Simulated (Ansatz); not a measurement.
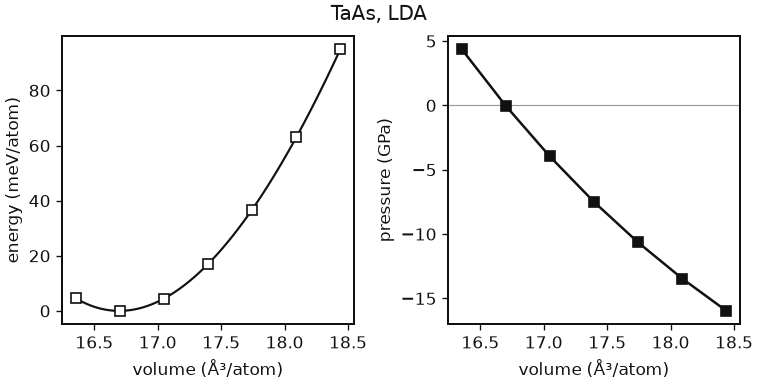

Computed with Ansatz 0.2.0: all-electron LAPW DFT, no spin polarisation; energies at scaled volumes of the given cell, shape and fractions fixed, counted from the fit's minimum, third-order Birch-Murnaghan fit. Level: LDA.

k mesh 11×11×11; occupations Fermi–Dirac; smearing width 0.05 eV; potentials all electron LAPW, scalar relativistic; program settings basis error eV/atom 0.002.

Cell as given: a = 6.353 Å, b = 6.353 Å, c = 6.353 Å, α = 148.55°, β = 148.55°, γ = 45.07°; 4 atoms.

Figure. Energy and pressure against volume for TaAs, space group I4_1md (No. 109).

A third-order Birch–Murnaghan fit gives V0 = 16.70 Å³/atom, B0 = 200 GPa and B′ = 4.4. The energy is 4.61 meV/atom at volume 16.35 Å³/atom and 95.04 meV/atom at 18.44 Å³/atom; the lowest computed point is at volume 16.70 Å³/atom (0.00 meV/atom), and no other minimum shows. The pressure falls from 4.38 GPa at volume 16.35 Å³/atom to −15.97 GPa at 18.44 Å³/atom, and changes sign near 16.70 Å³/atom.

Keep in mind: shape and atomic fractions are frozen while scaling, which makes layered, chain and framework solids too stiff.
